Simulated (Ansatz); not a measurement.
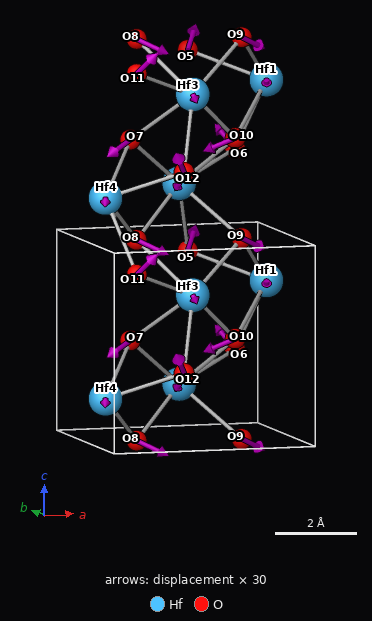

A relaxation of solid HfO₂ (set up in Pca2_1). The starting structure is drawn; purple arrows show the displacements (the part carried along by the change of the cell is left out), 30 times their true length.

A ball-and-stick model of the cell of the calculation, repeated 1 × 1 × 2 with one cell outlined, seen slightly off an axis.

The run lets cell and atoms move.

Level of theory: Ansatz 0.2.0, Kohn-Sham DFT of a periodic cell, PBE, Ansatz PAW.

Input
```yaml
crystal:
  lattice:
    - [5.21946336, 0.0, 0.0]
    - [0.0, 5.00476369, 0.0]
    - [0.0, 0.0, 5.03268505]
  atoms:
    - { symbol: Hf, position: [0.966994, 0.73252082, 0.74144035] }
    - { symbol: Hf, position: [0.533006, 0.73252082, 0.24144035] }
    - { symbol: Hf, position: [0.466994, 0.26747918, 0.74144035] }
    - { symbol: Hf, position: [0.033006, 0.26747918, 0.24144035] }
    - { symbol: O, position: [0.63212745, 0.9286454, 0.87926726] }
    - { symbol: O, position: [0.86787255, 0.9286454, 0.37926726] }
    - { symbol: O, position: [0.23394852, 0.53988305, 0.49229239] }
    - { symbol: O, position: [0.26605148, 0.53988305, 0.99229239] }
    - { symbol: O, position: [0.76605148, 0.46011695, 0.99229239] }
    - { symbol: O, position: [0.73394852, 0.46011695, 0.49229239] }
    - { symbol: O, position: [0.13212745, 0.0713546, 0.87926726] }
    - { symbol: O, position: [0.36787255, 0.0713546, 0.37926726] }
hamiltonian:
  xc: pbe
  pseudopotentials: { kind: paw }
kpoints:
  mp_grid: { grid: [4, 5, 4] }
scf:
  occupations: { method: fermi_dirac, width: 0.05 }
output:
  forces: true
  stress: true
  eigenvalues: true
relax:
  f_tol: 0.01
  max_steps: 40
  cell: { stress_tol: 0.05 }
```

Launched with:
```bash
ansatz run input.yaml --threads 4 --pin off --max-ram 11264MiB --backend cpu --events-out ev --progress --plain --runs-dir out
```

Question: Which element moves most?

Answer: Oxygen: up to 0.031 Å, against 0.010 Å for hafnium.

Question: Describe the change and its energy.

Answer: The largest moves relative to the cell, 0.031 Å, are those of O atoms. By element the largest moves are O 0.031 Å, Hf 0.010 Å. The drawn cell changes as follows: a 5.219 → 5.294 Å (+1.4 %), b 5.005 → 5.069 Å (+1.3 %), c 5.033 → 5.101 Å (+1.4 %); the volume changes by +4.1 %. Among the contacts that change: Hf–Hf 3.497 → 3.552 Å, Hf–Hf 3.445 → 3.498 Å, Hf–O 2.227 → 2.279 Å, Hf–Hf 3.386 → 3.436 Å. The space group stays Pca2_1 (No. 29). The energy falls by 0.154 eV per cell of the calculation in 6 accepted moves (9 points after the start). The largest force component goes from 0.09 to 0.0018 eV/Å. The pressure goes from 9.76 to 0.02 GPa. The line search rejected the trial step at point 3 of the run. The SCF was repeated twice at an unchanged geometry on a basis and grid sized afresh for the cell, which shifted the energy by 31.7 meV per cell of the calculation at most.
